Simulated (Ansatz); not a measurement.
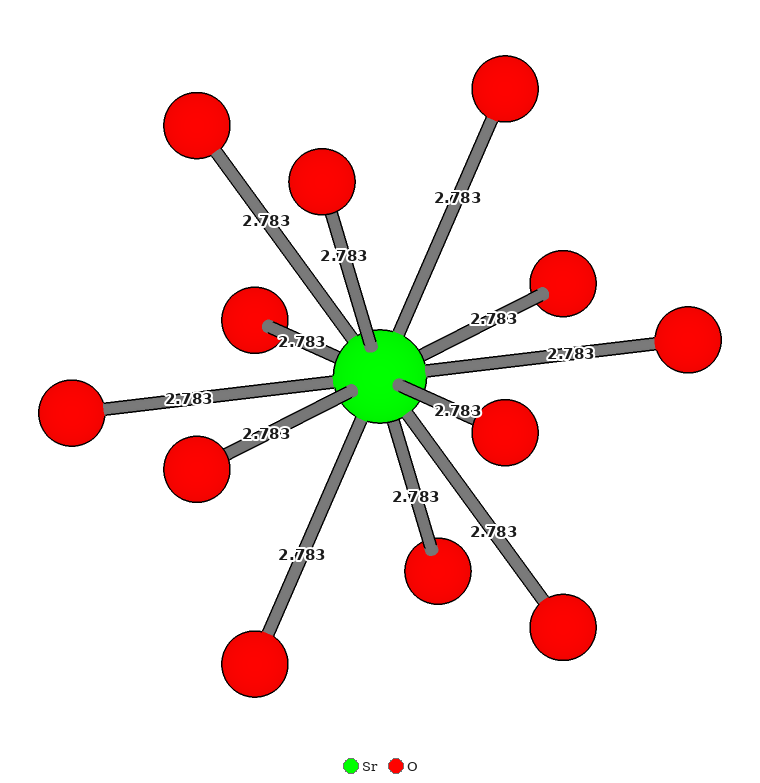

The surroundings of site Sr1 (at 0.000, 0.000, 0.000) in SrTiO3 (Pm-3m, No. 221), with bond lengths in Å.

Source of the atomic positions: the end point of a relaxation with DFT, PBE, plane waves, PAW (Ansatz 0.2.0); the starting structure was generated, so it need not be a known form of this composition.

```
Sr Ti O
1.0
     3.93643    0.00000    0.00000
     0.00000    3.93643    0.00000
     0.00000    0.00000    3.93643
Sr Ti O
1 1 3
Cartesian
  0.0000 0.0000 0.0000
  1.9682 1.9682 1.9682
  1.9682 1.9682 0.0000
  1.9682 0.0000 1.9682
  0.0000 1.9682 1.9682
```

Bond valence s = exp((R0 − d)/b), R0 fitted to published crystal structures with b = 0.37 Å; R0 in Å: Sr2+–O 2.105.

Question: Calculate the bond-valence sum of Sr1 from the bonds drawn.

Answer: 12 × 0.160 = 1.92 v.u., against a formal valence of 2: a close match.

Further R0 (Å): Ti4+–O 1.801.

Question: And over the whole structure?

Answer:
```json
{"site": "Sr1", "x, y, z": "0.000, 0.000, 0.000", "formal valence": "+2", "bond-valence sum": "1.93", "difference": "-0.07"}
{"site": "Ti1", "x, y, z": "0.500, 0.500, 0.500", "formal valence": "+4", "bond-valence sum": "3.84", "difference": "-0.16"}
{"site": "O1", "x, y, z": "0.500, 0.500, 0.000", "formal valence": "−2", "bond-valence sum": "1.92", "difference": "-0.08"}
```

These sums include all anions within 5 Å. The global instability index (root mean square of the differences over all atoms) is 0.10 v.u.: little strain. Cells relaxed with PBE tend to have slightly long bonds, which lowers the sums.
